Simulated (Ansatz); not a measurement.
# Binding across the interface in graphene/h-BP/graphene sandwich (62 atoms), part 3 of 3

How much energy holds the two parts of graphene/h-BP/graphene sandwich (62 atoms) together, how does it fall off with distance, and how much does it hang on the functional?

Ansatz 0.2.0; Kohn-Sham DFT, PBE+D3(BJ), PAW (set soft_2), plane waves.

So far. Step 6 (The upper part alone): The whole (-18434.935 eV) less the lower (-12409.205 eV) and the upper part (-6024.572 eV) leaves -1.157 eV. Step 7 (Upper part moved by +0.3 Å): Upper part moved by +0.3 Å: the energy stands 0.0990 eV above that of the reference.

## (8) Upper part moved by -0.3 Å

Another point of the curve.

Contents of input.yaml:

```yaml
crystal:
  lattice:
    - [8.5073, 0.0, 0.0]
    - [-4.25365, 7.36754, 0.0]
    - [0.0, 0.0, 20.91]
  atoms:
    - { symbol: C, position: [0.16664, 0.66683, 0.32888] }
    - { symbol: C, position: [0.16653, 0.49993, 0.32911] }
    - { symbol: C, position: [0.33324, 5.0e-05, 0.32864] }
    - { symbol: C, position: [0.33321, 0.83338, 0.32863] }
    - { symbol: C, position: [0.16655, 0.16677, 0.32911] }
    - { symbol: C, position: [0.16658, 0.99996, 0.32893] }
    [... 50 atom lines left out ...]
    - { symbol: C, position: [0.36594, 0.44195, 0.65749] }
    - { symbol: C, position: [0.36591, 0.27509, 0.65702] }
    - { symbol: C, position: [0.53261, 0.77506, 0.65818] }
    - { symbol: C, position: [0.53259, 0.60861, 0.65805] }
    - { symbol: C, position: [0.53258, 0.27507, 0.65714] }
    - { symbol: C, position: [0.5326, 0.1086, 0.6573] }
kpoints:
  mp_grid: { grid: [3, 3, 1] }
hamiltonian:
  xc: pbe
  dispersion: d3bj
scf:
  occupations: { method: gaussian, width: 0.05 }
output:
  forces: true
  eigenvalues: true
```

Started as:

```
ansatz run input.yaml --threads 8 --pin off --max-ram 15872MiB --backend cpu --events-out ev --progress --plain --runs-dir out
```

Numbers of over 12 decimals in the logs are rounded to 6 here.

The program printed:

```text
[...]
Crystal: 62 atoms, lattice volume = 1310.594 Å³
Basis set: ecut = 420 eV, 25707 PW (Γ), exchange–correlation on 120×120×288 points (8 copies of the dense FFT grid, shifted against one another)
Bands: 186, of which v1, the nominal top of the filled ones, is band 124 counted from 1 (123 counted from 0)
Symmetry: 1 space group operations
[...]
k-points: 5 of 9 (time reversal used)
[...]
SCF iter   1: F=—  HF=-18434.794927 eV  |F-HF|=—  |Δ(HF+E_count)|=         —  Δρ=3.21e-3  dr2=8.52e-1  ethr=1.77e-3  ⟨swp⟩=12.0  Hψ=6731  notcnv=0  defer=170
[...]
SCF iter  11: F=-18434.744135 eV  HF=-18434.744135 eV  |F-HF|=1.32e-8  |Δ(HF+E_count)|=   1.58e-7  Δρ=1.51e-6  dr2=5.80e-8  ethr=4.03e-11  ⟨swp⟩=26.0  Hψ=8883  notcnv=0
SCF 1 converged in 11 iterations: F = -18434.744135 eV  dr2 = 5.80e-8
[...]
SCF converged after 11 iterations
Free energy (F): -18434.744135 eV
[...]
Internal energy: -18434.723079 eV  (E = F + TS)
E sigma→0 (E₀):  -18434.733607 eV
Entropy (-TS):   -0.021056 eV (-0.340 meV/atom)
Fermi energy:    1.055040 eV
[...]
Σ components = -18434.744135   (vs F -18434.744135, Δ=0.00e0)
--- Forces (eV/Å), atoms counted from 1 ---
  atom   1  C      0.00363522    -0.01714394     0.00415780
  atom   2  C     -0.01137971     0.02276956    -0.00101317
  atom   3  C     -0.00659181    -0.00920869     0.00055228
  atom   4  C     -0.00177111     0.00541378     0.00005123
[...]
atom  62  C      0.02316055     0.00495333     0.05670293
  max |Σ_I F_I| component: 2.27e-4 eV/Å
--- Band table (eV; the first three rows and the last of 5) ---
[...]
```

The job ended after 29 s (8 threads of Arm Neoverse V2, shared host; peak memory 5 GiB).

Upper part moved by -0.3 Å: the energy stands 0.191 eV above that of the reference.

## (9) Upper part moved by +0.8 Å

Another point of the curve.

Input and log are left out; they have the form of those shown for this kind of step.

Run time: 1.9 min. Hardware: 8 threads of Arm Neoverse V2, shared host; peak memory 5.1 GiB.

The program notes that the stability of the SCF solution was not settled.

Upper part moved by +0.8 Å: the energy stands 0.388 eV above that of the reference.

## (10) Upper part moved by +1.6 Å

Another point of the curve.

Input and log are left out; they have the form of those shown for this kind of step.

It took 33 s on 8 threads of Arm Neoverse V2, shared host; peak memory 5.1 GiB.

Upper part moved by +1.6 Å: the energy stands 0.732 eV above that of the reference.

## (11) Upper part moved by +3 Å

Another point of the curve.

Input and log are left out; they have the form of those shown for this kind of step.

Run time: 29 s. Hardware: 8 threads of Arm Neoverse V2, shared host; peak memory 5 GiB.

Upper part moved by +3 Å: the energy stands 0.980 eV above that of the reference.

## (12) Whole cell, LDA

The three cells are solved again with another functional, at the same geometry, to see how much of the binding hangs on it.

This step: Kohn-Sham DFT, LDA, PAW (set soft_2), plane waves.

input.yaml, the sections that differ from step 8:

```yaml
crystal:
  lattice:
    - [8.5073, 0.0, 0.0]
    - [-4.25365, 7.36754, 0.0]
    - [0.0, 0.0, 20.91]
  atoms:
    [... the 62 atom lines of step 4 ...]
hamiltonian:
  xc: lda
output:
  forces: true
# kpoints, scf: as in step 8
```

The program printed:

```text
[...]
Crystal: 62 atoms, lattice volume = 1310.594 Å³
Basis set: ecut = 420 eV, 25707 PW (Γ)
Bands: 186, of which v1, the nominal top of the filled ones, is band 124 counted from 1 (123 counted from 0)
Symmetry: 1 space group operations
[...]
k-points: 5 of 9 (time reversal used)
[...]
SCF iter   1: F=—  HF=-17791.762545 eV  |F-HF|=—  |Δ(HF+E_count)|=         —  Δρ=4.42e-3  dr2=1.84e-1  ethr=1.77e-3  ⟨swp⟩=12.2  Hψ=6768  notcnv=0  defer=177
[...]
SCF iter  10: F=—  HF=-17791.727520 eV  |F-HF|=—  |Δ(HF+E_count)|=   2.61e-8  Δρ=2.45e-6  dr2=2.28e-7  ethr=3.55e-10  ⟨swp⟩=2.6  Hψ=1155  notcnv=0  defer=256
SCF iter  11: F=-17791.727520 eV  HF=-17791.727520 eV  |F-HF|=5.07e-9  |Δ(HF+E_count)|=   4.83e-9  Δρ=1.15e-6  dr2=2.86e-8  ethr=4.03e-11  ⟨swp⟩=4.8  Hψ=2678  notcnv=0
SCF 1 converged in 11 iterations: F = -17791.727520 eV  dr2 = 2.86e-8
[...]
SCF converged after 11 iterations
Free energy (F): -17791.727520 eV
[...]
Internal energy: -17791.704414 eV  (E = F + TS)
E sigma→0 (E₀):  -17791.715967 eV
Entropy (-TS):   -0.023106 eV (-0.373 meV/atom)
Fermi energy:    0.799773 eV
[...]
Σ components = -17791.727520   (vs F -17791.727520, Δ=0.00e0)
--- Forces (eV/Å), atoms counted from 1 ---
  atom   1  C      0.00646951    -0.01212630     0.00844648
  atom   2  C     -0.01246809     0.02040147    -0.00088351
  atom   3  C     -0.00814027    -0.00589254     0.00510268
  atom   4  C     -0.00434404     0.00022229     0.00346779
[...]
atom  62  C      0.01747784    -0.00912631     0.00016200
  max |Σ_I F_I| component: 1.11e-3 eV/Å
```

Elapsed: 22 s, on 8 threads; peak memory 4.8 GiB; 2.8 min of CPU time.

## (13) Lower part, LDA

A part alone at that level.

input.yaml, as its differences from that of step 12:

```diff
@@ -6,3 +6,3 @@
   atoms:
-    [... the 62 atom lines of step 4 ...]
+    [... the 38 atom lines of step 5 ...]
 kpoints:
```

The program printed:

```text
[...]
Crystal: 38 atoms, lattice volume = 1310.594 Å³
Basis set: ecut = 420 eV, 25707 PW (Γ)
Bands: 114, of which v1, the nominal top of the filled ones, is band 76 counted from 1 (75 counted from 0)
Symmetry: 1 space group operations
[...]
k-points: 5 of 9 (time reversal used)
[...]
SCF iter   1: F=—  HF=-11960.366966 eV  |F-HF|=—  |Δ(HF+E_count)|=         —  Δρ=3.32e-3  dr2=7.50e-2  ethr=1.77e-3  ⟨swp⟩=12.4  Hψ=4121  notcnv=0  defer=89
[...]
SCF iter  11: F=-11960.363152 eV  HF=-11960.363152 eV  |F-HF|=1.16e-8  |Δ(HF+E_count)|=   5.83e-9  Δρ=1.21e-6  dr2=4.27e-8  ethr=6.58e-11  ⟨swp⟩=3.0  Hψ=1932  notcnv=0
SCF 1 converged in 11 iterations: F = -11960.363152 eV  dr2 = 4.27e-8
[...]
SCF converged after 11 iterations
Free energy (F): -11960.363152 eV
[...]
Internal energy: -11960.350788 eV  (E = F + TS)
E sigma→0 (E₀):  -11960.356970 eV
Entropy (-TS):   -0.012364 eV (-0.325 meV/atom)
Fermi energy:    -1.118905 eV
[...]
--- Forces (eV/Å), atoms counted from 1 ---
  atom   1  C      0.00566548    -0.01117485     0.00825835
  atom   2  C     -0.01171681     0.02025078    -0.00044817
  atom   3  C     -0.00765737    -0.00596679     0.00508041
  atom   4  C     -0.00547737     0.00008043     0.00360443
  atom   5  C     -0.00135928    -0.01309301     0.00006076
  atom   6  C      0.00489545     0.00962724    -0.00101842
  atom   7  C      0.01365926     0.00091017    -0.00678967
  atom   8  C      0.01514244     0.01317837     0.00366843
  atom   9  C      0.00042090    -0.01462969     0.00262865
  atom  10  C      0.00479861    -0.00165660     0.00422856
  atom  11  C     -0.00497932    -0.00791488    -0.00523261
  atom  12  C     -0.00286302     0.00647895     0.00828098
  atom  13  C     -0.00889773    -0.02284090     0.00074286
  atom  14  C     -0.01407285     0.01711972     0.00186984
[...]
atom  37  B      0.00721110     0.00554361    -0.00323173
  atom  38  P      0.00465539    -0.00536209     0.00041603
  max |Σ_I F_I| component: 3.71e-3 eV/Å
```

Elapsed: 11 s, on 8 threads; peak memory 3.2 GiB; 83 s of CPU time.

## (14) Upper part, LDA

A part alone at that level.

input.yaml, as its differences from that of step 13:

```diff
@@ -6,3 +6,3 @@
   atoms:
-    [... the 38 atom lines of step 5 ...]
+    [... the 24 atom lines of step 6 ...]
 kpoints:
```

The program printed:

```text
[...]
Crystal: 24 atoms, lattice volume = 1310.594 Å³
Basis set: ecut = 420 eV, 25707 PW (Γ)
Bands: 72, of which v1, the nominal top of the filled ones, is band 48 counted from 1 (47 counted from 0)
Symmetry: 1 space group operations
[...]
k-points: 5 of 9 (time reversal used)
[...]
SCF iter   1: F=—  HF=-5830.826337 eV  |F-HF|=—  |Δ(HF+E_count)|=         —  Δρ=2.76e-3  dr2=3.84e-2  ethr=1.77e-3  ⟨swp⟩=17.0  Hψ=2816  notcnv=0  defer=42
[...]
SCF iter   5: F=—  HF=-5830.836177 eV  |F-HF|=—  |Δ(HF+E_count)|=   2.40e-6  Δρ=3.18e-6  dr2=1.28e-7  ethr=6.91e-9  ⟨swp⟩=2.2  Hψ=483  notcnv=0  defer=93
SCF iter   6: F=-5830.836177 eV  HF=-5830.836177 eV  |F-HF|=2.44e-8  |Δ(HF+E_count)|=   4.04e-7  Δρ=6.96e-7  dr2=6.61e-9  ethr=1.04e-10  ⟨swp⟩=4.0  Hψ=1103  notcnv=0
SCF 1 converged in 6 iterations: F = -5830.836177 eV  dr2 = 6.61e-9
[...]
SCF converged after 6 iterations
Free energy (F): -5830.836177 eV
[...]
Internal energy: -5830.824052 eV  (E = F + TS)
E sigma→0 (E₀):  -5830.830115 eV
Entropy (-TS):   -0.012125 eV (-0.505 meV/atom)
Fermi energy:    -2.692853 eV
[...]
Σ components = -5830.836177   (vs F -5830.836177, Δ=0.00e0)
--- Forces (eV/Å), atoms counted from 1 ---
  atom   1  C      0.00086464    -0.00545432    -0.00928409
  atom   2  C      0.00087856    -0.01261940     0.00343176
  atom   3  C      0.00891825     0.00478938    -0.01105738
  atom   4  C      0.00672173    -0.00394958    -0.01833474
[...]
atom  24  C      0.01408290    -0.02456815     0.01005320
  max |Σ_I F_I| component: 7.44e-3 eV/Å
```

Wall time 4.7 s (8 threads); peak memory 2.1 GiB.

At this level the whole less its parts is -0.528 eV.

## (15) Whole cell, r2SCAN+D4

The three cells are solved again with another functional, at the same geometry, to see how much of the binding hangs on it.

This step: Kohn-Sham DFT, r2SCAN+D4, PAW (set soft_2), plane waves.

Input and log are left out; they have the form of those shown for this kind of step.

Wall time 41 s (8 threads of Arm Neoverse V2, shared host); peak memory 8 GiB.

## (16) Lower part, r2SCAN+D4

A part alone at that level.

Input and log are left out; they have the form of those shown for this kind of step.

Run time: 29 s. Hardware: 8 threads of Arm Neoverse V2, shared host; peak memory 6 GiB; 3.8 min of CPU time.

## (17) Upper part, r2SCAN+D4

A part alone at that level.

Input and log are left out; they have the form of those shown for this kind of step.

Elapsed: 15 s, on 8 threads of Arm Neoverse V2, shared host; peak memory 4.6 GiB; 1.9 min of CPU time.

At this level the whole less its parts is -1.081 eV.

## (18) Interaction energy

Whole cell less its two parts, each frozen at the geometry of the whole and solved in the same cell with the same functional, so that energy zeros cancel. The upper part is 'layer 3' and the lower part 'layer 1 and layer 2'. The nearest atoms of the two parts stand 3.60 Å apart. The face is 62.68 Å².

```tsv
functional	interaction energy (eV)	of it, the added dispersion term (eV)	per area (meV/Å²)	per area (J/m²)	per atom of the upper part (meV)
PBE+D3(BJ)	-1.157	-1.392	-18.5	-0.30	-48.2
LDA	-0.528	-	-8.4	-0.14	-22.0
r2SCAN+D4	-1.081	-0.791	-17.2	-0.28	-45.0
```

## (19) Energy against separation

The upper part is moved rigidly along the normal from its place in the reference.

```tsv
shift (Å)	energy change (eV)	per area (meV/Å²)	share of the binding lost (%)
-0.3	0.191	3.04	-
+0.0	0.000	0.00	-
+0.3	0.099	1.58	9
+0.8	0.388	6.20	34
+1.6	0.732	11.68	63
+3.0	0.980	15.64	85
```

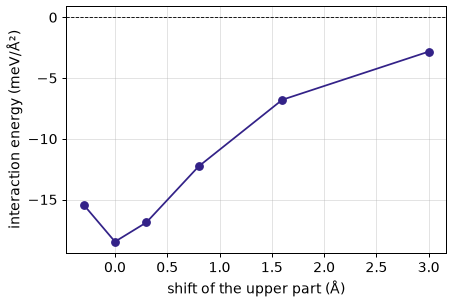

Interaction energy against the shift of the upper part; zero is the parts apart.

## (20) Levels of whole and parts

```tsv
cell	level spacing (eV)	vacuum level at the upper face, over the highest filled level, or over E_F where no gap is given (eV)	moment (μB)
whole	-	4.25	no spin
lower part	-	-	no spin
upper part	-	4.21	no spin
```

A dash marks a cell without a clear gap, or without a flat potential in the vacuum.

## (21) Outcome

The parts bind with 18.5 meV/Å² (1.16 eV for the cell) at the level PBE+D3(BJ), the size of van der Waals binding between sheets. The added dispersion term contributes -1.392 eV, the functional itself 0.234 eV. At this one geometry the functionals range from -18.5 (PBE+D3(BJ)) to -8.4 meV/Å² (LDA). The curvature over ±0.3 Å is 0.82×10²⁰ N/m³, and the energy rises faster on the near side. At +3.0 Å, 85 % of the binding is lost; the shift also narrows the vacuum to the periodic image.

Caveats: The functionals run at their own default cutoffs. The parts are frozen, so the energy of their deformation isn't counted. No correction is made for dipoles across the vacuum, and the parts also feel their periodic images through it.

The DFT runs together took 9 min of wall time.

[Logs are printed without paths, hosts, clocks, repeated set-up lines and the standing remarks that a program may print on its own settings, such as how far it seeks lower states.]

[Hosts, paths, dates, database ids (printed as entryN), source tags and the programs' standing remarks are cut or masked in the printed files.]
